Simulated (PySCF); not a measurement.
## CHF₃ (charge +1): geometry relaxation (part 1 of 2)

System: CHF₃, charge +1, multiplicity 2.
Method: HF/3-21G, UHF (PySCF 2.14.0).

The atoms were displaced at random from an optimised geometry. The geometry is that of the parent species in another charge or spin state. Figures and captions count atoms from 1; the log counts them from 0 in places.

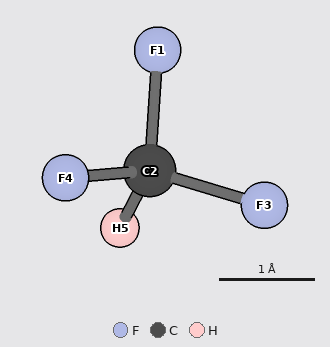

*The input geometry (ball-and-stick view, seen at a tilt; atoms are numbered from 1 in the order of the input).*

Bond lengths as drawn: C–F 1.31 to 1.34 Å and C–H 1.11 Å.

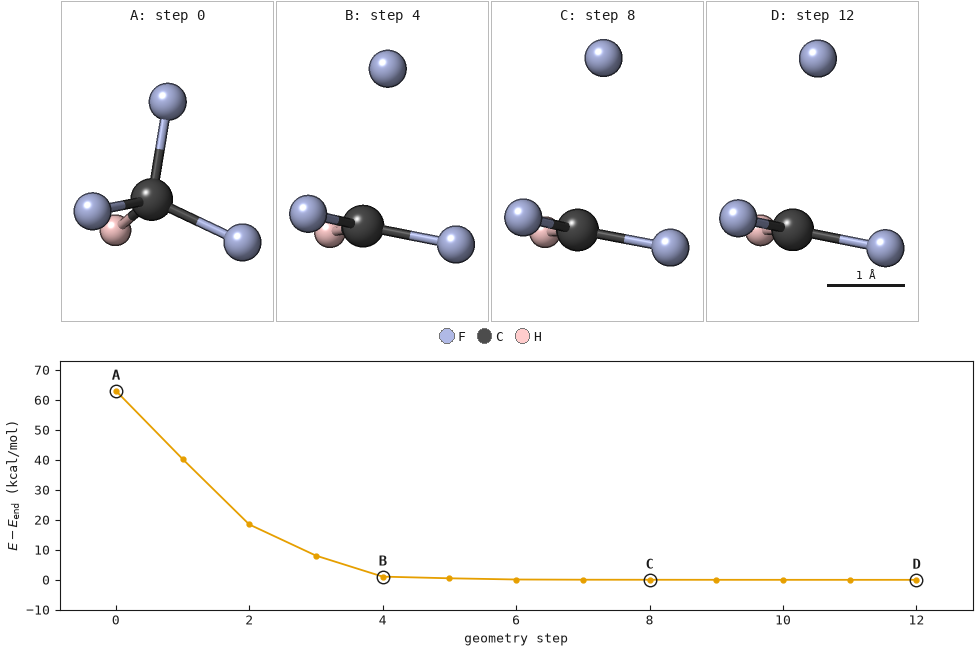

*Frames of the relaxation (ball-and-stick view, seen at a tilt) above the curves, on which the letters mark them (steps are counted from 0).*

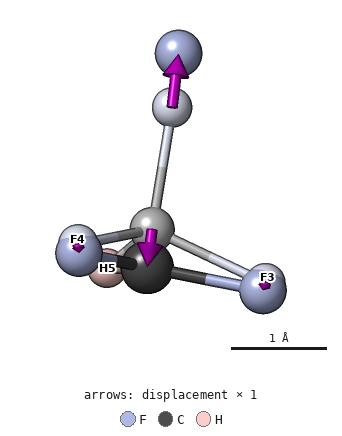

*Start (faint) and end (solid) with the displacements as pink arrows, at true length (ball-and-stick view, seen at a tilt). The two geometries are laid on each other by the best rigid fit.*

The energy falls by 63.1 kcal/mol in 12 geometry steps. The largest force component goes from 8.8 to 0.00036 eV/Å. The atom that moves furthest after the best rigid fit is F1 (0.58 Å). By element the largest moves are F 0.58 Å, C 0.41 Å. H stays in place. Distances before and after: F1–C2 1.307 → 2.296 Å, C2–F3 1.340 → 1.257 Å, C2–H5 1.106 → 1.068 Å. Bonds break: F1–C2 (1.31 → 2.30 Å). Among the angles that change: F3–C2–H5 111.8° → 121.3°, F3–C2–F4 109.4° → 117.1°. (Atoms are counted from 1 in the order of the input.)

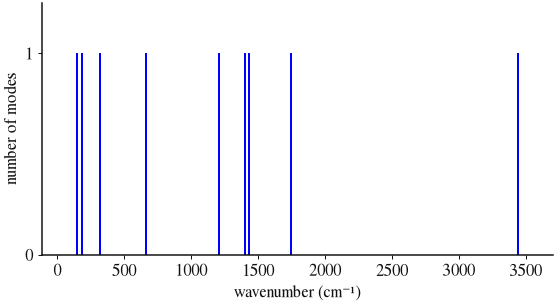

*Harmonic vibrational wavenumbers from the force constants; neighbouring modes closer than 15 cm⁻¹ are counted in one stick.*

9 modes from 148 to 3439 cm⁻¹, none imaginary.

The input that produced these results follows, with the program's output.

**Input (job.py)**
```python
import numpy
from pyscf import gto, symm
from pyscf.hessian import thermo
from pyscf.geomopt.geometric_solver import kernel as optimise

mol = gto.M(
    atom='geometry.xyz',
    max_memory=1860,
    charge=1,
    basis='3-21g',
    verbose=3,
    spin=1,
)

hf = mol.UHF()
hf.conv_tol = 1e-10
hf = hf.newton()
converged, mol_eq = optimise(hf, maxsteps=80)
print('converged:', converged)
print(mol_eq.tostring())

hf.reset(mol_eq)
mol = mol_eq
hf.kernel()
e_tot = hf.e_tot
print('E = %.10f Eh' % e_tot)
hess = hf.Hessian().kernel()
modes = thermo.harmonic_analysis(mol, hess)
print('frequencies (1/cm)', numpy.round(modes['freq_wavenumber'], 1))
symm.geom.TOLERANCE = 1e-3  # for the symmetry number
th = thermo.thermo(hf, modes['freq_au'], 298.15, 101325)
thermo.dump_thermo(mol, th)
```

**File geometry.xyz**
```
5

F     -0.660465    -0.326810     1.043459
C      0.029008     0.074546     0.008313
F      1.045929    -0.786586    -0.128982
F     -0.791793    -0.037761    -1.038966
H      0.384728     1.113266     0.138942
```

Launched with:
```bash
OMP_NUM_THREADS=1 python job.py
```

**The program's output**
```
#|     Arguments passed to driver run_optimizer():      |#
customengine              <pyscf.geomopt.geometric_solver.PySCFEngine object>
maxiter                   80
----------------------------------------------------------
Custom engine selected.
Bonds will be generated from interatomic distances less than 1.20 times sum of covalent radii
15 internal coordinates being used (instead of 15 Cartesians)
Internal coordinate system (atoms numbered from 1):
Distance 1-2
Distance 2-3
Distance 2-4
Distance 2-5
Angle 1-2-3
Angle 1-2-4
Angle 1-2-5
Angle 3-2-4
Angle 3-2-5
Angle 4-2-5
Translation-X 1-5
Translation-Y 1-5
Translation-Z 1-5
Rotation-A 1-5
Rotation-B 1-5
Rotation-C 1-5
<class 'geometric.internal.Distance'> : 4
<class 'geometric.internal.Angle'> : 6
<class 'geometric.internal.TranslationX'> : 1
<class 'geometric.internal.TranslationY'> : 1
<class 'geometric.internal.TranslationZ'> : 1
<class 'geometric.internal.RotationA'> : 1
<class 'geometric.internal.RotationB'> : 1
<class 'geometric.internal.RotationC'> : 1
> ===== Optimization Info: ====
> Job type: Energy minimization
> Maximum number of optimization cycles: 80
> Initial / maximum trust radius (Angstrom): 0.100 / 0.300
> Convergence Criteria:
> Will converge when all 5 criteria are reached:
>  |Delta-E| < 1.00e-06
>  RMS-Grad  < 3.00e-04
>  Max-Grad  < 4.50e-04
>  RMS-Disp  < 1.20e-03
>  Max-Disp  < 1.80e-03
> === End Optimization Info ===

Geometry optimization cycle 1
Cartesian coordinates (Angstrom)
 Atom        New coordinates             dX        dY        dZ
   F  -0.660465  -0.326810   1.043459    0.000000  0.000000  0.000000
   C   0.029008   0.074546   0.008313    0.000000  0.000000  0.000000
   F   1.045929  -0.786586  -0.128982    0.000000  0.000000  0.000000
   F  -0.791793  -0.037761  -1.038966    0.000000  0.000000  0.000000
   H   0.384728   1.113266   0.138942    0.000000  0.000000  0.000000

WARN: Mole.unit (angstrom) is changed to Bohr

WARN: HOMO -0.449552723750509 >= LUMO -0.449552723750509

converged SCF energy = -334.408819712061  <S^2> = 0.75735155  2S+1 = 2.0073381
--------------- SecondOrderUHF_Scanner gradients ---------------
         x                y                z
0 F     0.0794208932     0.0349106326    -0.1326771640
1 C    -0.0976494719    -0.0220665128     0.1714132806
2 F     0.0088777038    -0.0120497661    -0.0106256573
3 F    -0.0010824918    -0.0068371542    -0.0108943932
4 H     0.0104333667     0.0060428005    -0.0172160661
----------------------------------------------
cycle 1: E = -334.408819712  dE = -334.409  norm(grad) = 0.25589
Step    0 : Gradient = 1.144e-01/1.985e-01 (rms/max) Energy = -334.4088197121
Hessian Eigenvalues: 5.00000e-02 5.00000e-02 5.00000e-02 ... 5.72948e-01 5.82631e-01 6.53128e-01

Geometry optimization cycle 2
Cartesian coordinates (Angstrom)
 Atom        New coordinates             dX        dY        dZ
   F  -0.669265  -0.276307   1.120572   -0.008800  0.050503  0.077113
   C   0.056071   0.050968  -0.073196    0.027063 -0.023578 -0.081509
   F   1.079137  -0.789169  -0.134025    0.033208 -0.002583 -0.005043
   F  -0.803905  -0.022055  -1.080456   -0.012112  0.015706 -0.041490
   H   0.345368   1.073217   0.189871   -0.039360 -0.040049  0.050929
converged SCF energy = -334.445075189352  <S^2> = 0.75372441  2S+1 = 2.0037209
--------------- SecondOrderUHF_Scanner gradients ---------------
         x                y                z
0 F     0.0496063880     0.0267628229    -0.0762526423
1 C    -0.0659201998    -0.0333496539     0.1049271188
2 F     0.0264211541    -0.0088481478    -0.0023281967
3 F    -0.0149716955     0.0072806730    -0.0249430230
4 H     0.0048643532     0.0081543058    -0.0014032569
----------------------------------------------
cycle 2: E = -334.445075189  dE = -0.0362555  norm(grad) = 0.165022
Step    1 : Displace = 7.142e-02/9.260e-02 (rms/max) Trust = 1.000e-01 (=) Grad = 7.380e-02/1.283e-01 (rms/max) E (change) = -334.4450751894 (-3.626e-02) Quality = 1.438
Hessian Eigenvalues: 5.00000e-02 5.00000e-02 5.00000e-02 ... 3.45425e-01 5.76455e-01 6.36383e-01

Geometry optimization cycle 3
Cartesian coordinates (Angstrom)
 Atom        New coordinates             dX        dY        dZ
   F  -0.703351  -0.288240   1.178450   -0.034086 -0.011934  0.057878
   C   0.148109   0.120138  -0.196110    0.092038  0.069170 -0.122914
   F   1.020277  -0.801384  -0.147700   -0.058861 -0.012215 -0.013675
   F  -0.775202  -0.066667  -1.050642    0.028703 -0.044612  0.029814
   H   0.317574   1.072809   0.238768   -0.027794 -0.000409  0.048897
converged SCF energy = -334.479896493842  <S^2> = 0.75248499  2S+1 = 2.0024834
--------------- SecondOrderUHF_Scanner gradients ---------------
         x                y                z
0 F     0.0381328235     0.0205516289    -0.0588409050
1 C    -0.0131660693    -0.0051439368     0.0274058611
2 F    -0.0173441453     0.0021731269     0.0045847709
3 F     0.0034412104    -0.0071472276     0.0135666956
4 H    -0.0110638193    -0.0104335914     0.0132835773
----------------------------------------------
cycle 3: E = -334.479896494  dE = -0.0348213  norm(grad) = 0.0852695
Step    2 : Displace = 9.344e-02/1.684e-01 (rms/max) Trust = 1.414e-01 (+) Grad = 3.813e-02/7.307e-02 (rms/max) E (change) = -334.4798964938 (-3.482e-02) Quality = 1.246
Hessian Eigenvalues: 5.00000e-02 5.00000e-02 5.00000e-02 ... 3.51497e-01 5.77845e-01 7.08535e-01

Geometry optimization cycle 4
Cartesian coordinates (Angstrom)
 Atom        New coordinates             dX        dY        dZ
   F  -0.849664  -0.398047   1.370057   -0.146313 -0.109806  0.191607
   C   0.161493   0.132168  -0.208413    0.013384  0.012030 -0.012302
   F   1.024650  -0.750959  -0.200370    0.004373  0.050426 -0.052670
   F  -0.709462  -0.040313  -1.065960    0.065740  0.026354 -0.015318
   H   0.380390   1.093805   0.127451    0.062816  0.020996 -0.111317
converged SCF energy = -334.496464499268  <S^2> = 0.7520506  2S+1 = 2.0020495
--------------- SecondOrderUHF_Scanner gradients ---------------
         x                y                z
0 F     0.0085256472     0.0051796169    -0.0126730324
1 C    -0.0249425968    -0.0275172818     0.0269505875
2 F    -0.0363912060     0.0367806356    -0.0194180500
3 F     0.0509383433     0.0024941526     0.0248363924
4 H     0.0018698122    -0.0169371233    -0.0196958974
----------------------------------------------
cycle 4: E = -334.496464499  dE = -0.016568  norm(grad) = 0.0965197
Step    3 : Displace = 1.398e-01/2.627e-01 (rms/max) Trust = 2.000e-01 (+) Grad = 4.316e-02/5.673e-02 (rms/max) E (change) = -334.4964644993 (-1.657e-02) Quality = 0.768
Hessian Eigenvalues: 5.00000e-02 5.00000e-02 5.00000e-02 ... 5.13641e-01 5.77398e-01 7.47643e-01

Geometry optimization cycle 5
Cartesian coordinates (Angstrom)
 Atom        New coordinates             dX        dY        dZ
   F  -0.891076  -0.449607   1.400429   -0.041411 -0.051561  0.030371
   C   0.212183   0.162347  -0.285352    0.050690  0.030178 -0.076940
   F   1.049830  -0.770857  -0.158382    0.025180 -0.019898  0.041988
   F  -0.762824  -0.032283  -1.056306   -0.053362  0.008030  0.009654
   H   0.399293   1.127056   0.122377    0.018903  0.033251 -0.005074
converged SCF energy = -334.507621625151  <S^2> = 0.75150714  2S+1 = 2.0015066
--------------- SecondOrderUHF_Scanner gradients ---------------
         x                y                z
0 F     0.0044722171     0.0014113267    -0.0081732277
1 C    -0.0051200885     0.0000797203     0.0057962343
2 F     0.0006575690    -0.0005667977     0.0018441878
3 F     0.0003370020     0.0013300435     0.0029602766
4 H    -0.0003466996    -0.0022542928    -0.0024274710
----------------------------------------------
cycle 5: E = -334.507621625  dE = -0.0111571  norm(grad) = 0.0132101
Step    4 : Displace = 6.618e-02/9.711e-02 (rms/max) Trust = 2.828e-01 (+) Grad = 5.908e-03/9.423e-03 (rms/max) E (change) = -334.5076216252 (-1.116e-02) Quality = 1.103
Hessian Eigenvalues: 5.00000e-02 5.00000e-02 5.00000e-02 ... 5.26624e-01 5.79454e-01 8.02886e-01

Geometry optimization cycle 6
Cartesian coordinates (Angstrom)
 Atom        New coordinates             dX        dY        dZ
   F  -0.913071  -0.458853   1.437749   -0.021995 -0.009245  0.037320
   C   0.227259   0.171273  -0.309571    0.015076  0.008926 -0.024219
   F   1.047674  -0.769999  -0.167408   -0.002156  0.000858 -0.009026
   F  -0.757064  -0.037742  -1.063352    0.005760 -0.005459 -0.007046
   H   0.402609   1.131976   0.125348    0.003315  0.004920  0.002971
converged SCF energy = -334.508505937525  <S^2> = 0.75131389  2S+1 = 2.0013135
--------------- SecondOrderUHF_Scanner gradients ---------------
         x                y                z
0 F     0.0028924206     0.0005767876    -0.0055728288
1 C     0.0013907483     0.0003147169    -0.0015941595
2 F    -0.0033353022     0.0002773141     0.0020829292
3 F    -0.0005235145    -0.0014260030     0.0035917058
4 H    -0.0004243521     0.0002571844     0.0014923533
----------------------------------------------
cycle 6: E = -334.508505938  dE = -0.000884312  norm(grad) = 0.00880629
Step    5 : Displace = 2.490e-02/4.427e-02 (rms/max) Trust = 3.000e-01 (+) Grad = 3.938e-03/6.305e-03 (rms/max) E (change) = -334.5085059375 (-8.843e-04) Quality = 1.337
Hessian Eigenvalues: 3.10514e-02 5.00000e-02 5.00000e-02 ... 5.62089e-01 6.33531e-01 8.19282e-01

Geometry optimization cycle 7
Cartesian coordinates (Angstrom)
 Atom        New coordinates             dX        dY        dZ
   F  -0.945012  -0.467766   1.496526   -0.031941 -0.008913  0.058776
   C   0.233156   0.172516  -0.320735    0.005897  0.001243 -0.011164
   F   1.057995  -0.767501  -0.186813    0.010321  0.002498 -0.019405
   F  -0.745959  -0.035153  -1.084412    0.011105  0.002589 -0.021060
   H   0.407226   1.134559   0.118200    0.004618  0.002584 -0.007148
converged SCF energy = -334.509151751872  <S^2> = 0.75120411  2S+1 = 2.0012037
--------------- SecondOrderUHF_Scanner gradients ---------------
         x                y                z
0 F     0.0005679633    -0.0003361800    -0.0015832508
1 C     0.0007733487     0.0010676107     0.0017187945
2 F    -0.0002912219    -0.0013922639     0.0002128902
3 F    -0.0020270184    -0.0016545885    -0.0008582603
4 H     0.0009769283     0.0023154218     0.0005098263
----------------------------------------------
cycle 7: E = -334.509151752  dE = -0.000645814  norm(grad) = 0.00488482
Step    6 : Displace = 3.421e-02/6.723e-02 (rms/max) Trust = 3.000e-01 (=) Grad = 2.185e-03/2.754e-03 (rms/max) E (change) = -334.5091517519 (-6.458e-04) Quality = 1.199
Hessian Eigenvalues: 2.30244e-02 5.00000e-02 5.00000e-02 ... 5.75596e-01 6.34490e-01 7.99692e-01
```
